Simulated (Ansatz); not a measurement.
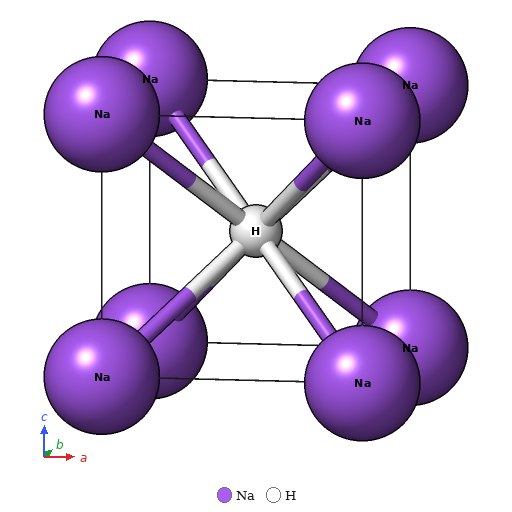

System: NaH, space group Pm-3m (No. 221). The picture shows the cell.

The given structure:
```xyz
2
Lattice="2.9551 0.0000 0.0000 0.0000 2.9551 0.0000 0.0000 0.0000 2.9551" Properties=species:S:1:pos:R:3 pbc="T T T"
Na    0.0000    0.0000    0.0000
H     1.4776    1.4776    1.4776
```

Method: homogeneous strain of a crystal along one Voigt pattern with engineering shear, fractional coordinates fixed, by plane-wave density functional theory with PAW datasets, free energies less that of the undisturbed cell, pressure positive in compression; scalar-relativistic (Ansatz 0.2.0). Level: r2SCAN, no spin polarisation.

wave cutoff 500 eV; k mesh 10×10×10; occupations Gaussian; smearing width 0.05 eV; k shift (0, 0, 0) (mesh steps); start as given; strain pattern (0, 0, 0, 1, 0, 0) (xx yy zz yz xz xy with engineering shear).

The points at strain −0.045, −0.015, 0.03 and 0.06 follow from computed ones by symmetry.

What does the calculation give for the energy change, tensile stress summed over the strain pattern, pressure and gap on the k mesh against strain? The strain takes the values −0.0600, −0.0450, −0.0300, −0.0150, 0.0000, 0.0075, 0.0150, 0.0225, 0.0300, 0.0375, 0.0450, 0.0525, 0.0600.

The energy change is −0.72 meV/atom at strain −0.0600 and −0.72 meV/atom at 0.0600; the lowest computed point is at strain −0.0600 (−0.72 meV/atom), at the edge of the range, so the minimum may lie beyond it. The tensile stress summed over the strain pattern falls from 0.275 GPa at strain −0.0600 to −0.275 GPa at 0.0600, and changes sign near 0.000. The pressure goes from −0.472 GPa at strain −0.0600 to −0.472 GPa at 0.0600, not monotonically, with a low of −0.554 GPa at 0.0000. The gap on the k mesh stays open and runs from 1.615 eV at strain −0.0600 to 1.615 eV at 0.0600, with its least value, 1.594 eV, at 0.0000.

```json
{"strain": "-0.0600", "energy change (meV/atom)": "-0.72", "tensile stress summed over the strain pattern (GPa)": "0.275", "pressure (GPa)": "-0.472", "gap on the k mesh (eV)": "1.615"}
{"strain": "-0.0450", "energy change (meV/atom)": "-0.41", "tensile stress summed over the strain pattern (GPa)": "0.210", "pressure (GPa)": "-0.508", "gap on the k mesh (eV)": "1.606"}
{"strain": "-0.0300", "energy change (meV/atom)": "-0.18", "tensile stress summed over the strain pattern (GPa)": "0.142", "pressure (GPa)": "-0.534", "gap on the k mesh (eV)": "1.599"}
{"strain": "-0.0150", "energy change (meV/atom)": "-0.05", "tensile stress summed over the strain pattern (GPa)": "0.071", "pressure (GPa)": "-0.549", "gap on the k mesh (eV)": "1.596"}
{"strain": "0.0000", "energy change (meV/atom)": "0.00", "tensile stress summed over the strain pattern (GPa)": "0.000", "pressure (GPa)": "-0.554", "gap on the k mesh (eV)": "1.594"}
{"strain": "0.0075", "energy change (meV/atom)": "-0.01", "tensile stress summed over the strain pattern (GPa)": "-0.036", "pressure (GPa)": "-0.553", "gap on the k mesh (eV)": "1.595"}
{"strain": "0.0150", "energy change (meV/atom)": "-0.05", "tensile stress summed over the strain pattern (GPa)": "-0.071", "pressure (GPa)": "-0.549", "gap on the k mesh (eV)": "1.596"}
{"strain": "0.0225", "energy change (meV/atom)": "-0.10", "tensile stress summed over the strain pattern (GPa)": "-0.107", "pressure (GPa)": "-0.543", "gap on the k mesh (eV)": "1.597"}
{"strain": "0.0300", "energy change (meV/atom)": "-0.18", "tensile stress summed over the strain pattern (GPa)": "-0.142", "pressure (GPa)": "-0.534", "gap on the k mesh (eV)": "1.599"}
{"strain": "0.0375", "energy change (meV/atom)": "-0.28", "tensile stress summed over the strain pattern (GPa)": "-0.176", "pressure (GPa)": "-0.522", "gap on the k mesh (eV)": "1.602"}
{"strain": "0.0450", "energy change (meV/atom)": "-0.41", "tensile stress summed over the strain pattern (GPa)": "-0.210", "pressure (GPa)": "-0.508", "gap on the k mesh (eV)": "1.606"}
{"strain": "0.0525", "energy change (meV/atom)": "-0.55", "tensile stress summed over the strain pattern (GPa)": "-0.243", "pressure (GPa)": "-0.492", "gap on the k mesh (eV)": "1.610"}
{"strain": "0.0600", "energy change (meV/atom)": "-0.72", "tensile stress summed over the strain pattern (GPa)": "-0.275", "pressure (GPa)": "-0.472", "gap on the k mesh (eV)": "1.615"}
```

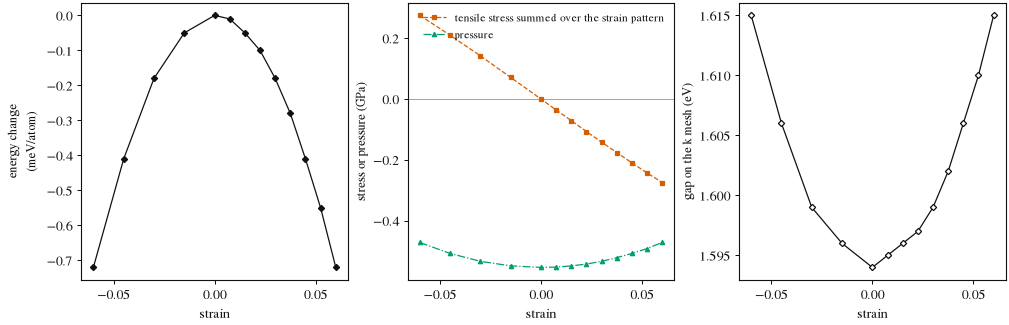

Limits of the calculation: reference crystal is not relaxed.
